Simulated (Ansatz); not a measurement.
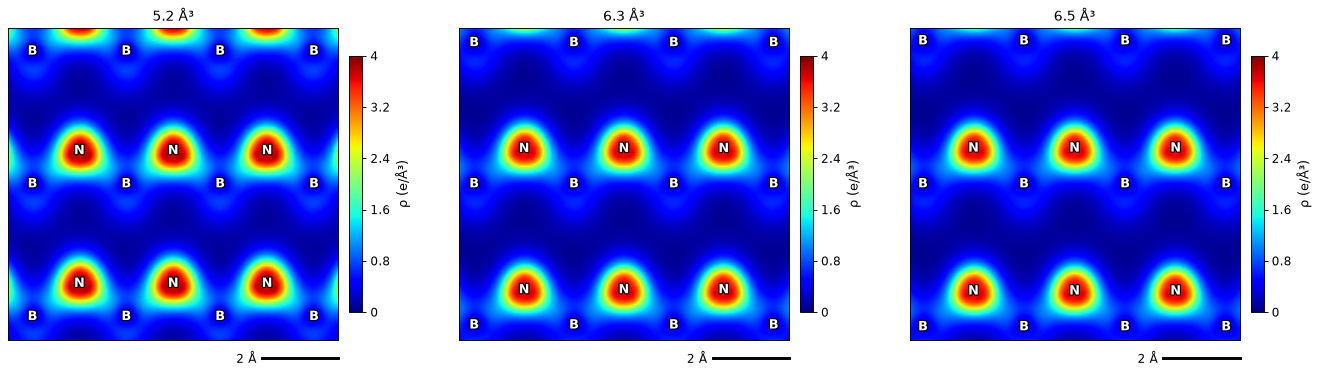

BN. The valence charge density (pseudo) of cells scaled evenly to different volumes (given per atom above each panel), on the (101̄) plane of each (indices in the axes of the cell below), at one length scale and on one colour scale.

Computed with DFT PBE, scalar-relativistic, plane waves, PAW in Ansatz.

The density is the valence pseudo-density of a PAW calculation; it isn't the true density close to the nuclei.

The largest cell:

```
CELL_PARAMETERS angstrom
0.00000 1.87083 1.87083
1.87083 0.00000 1.87083
1.87083 1.87083 0.00000
ATOMIC_POSITIONS crystal
B 0.00000 0.00000 0.00000
N 0.25000 0.25000 0.25000
```

| volume (Å³/atom) | B–N contact in the plane (Å) | ρ at its midpoint (e/Å³) | pressure (GPa) | gap on the mesh (eV) | 
| --- | --- | --- | --- | --- |
| 5.24 | 1.504 | 1.620 | 60.0 | 4.59 | 
| 5.60 | 1.537 | ? | ? | ? | 
| 6.31 | 1.600 | 1.331 | −19.4 | 4.40 | 
| 6.55 | 1.620 | 1.279 | −29.6 | 4.35 | 

Q: What values belong in the row with question marks?

A: Over the known rows ln ρ falls by 2.04 per Å of B–N distance (a least-squares line), which gives 1.514 e/Å³ at 1.537 Å; the calculation gives 1.512 e/Å³. For the pressure, a straight line in volume between the neighbouring rows gives 33.3 GPa; the calculation gives 25.8, lower because pressure rises ever faster on compression. For the gap on the mesh, a straight line in volume between the neighbouring rows gives 4.53 eV; the calculation gives 4.53.
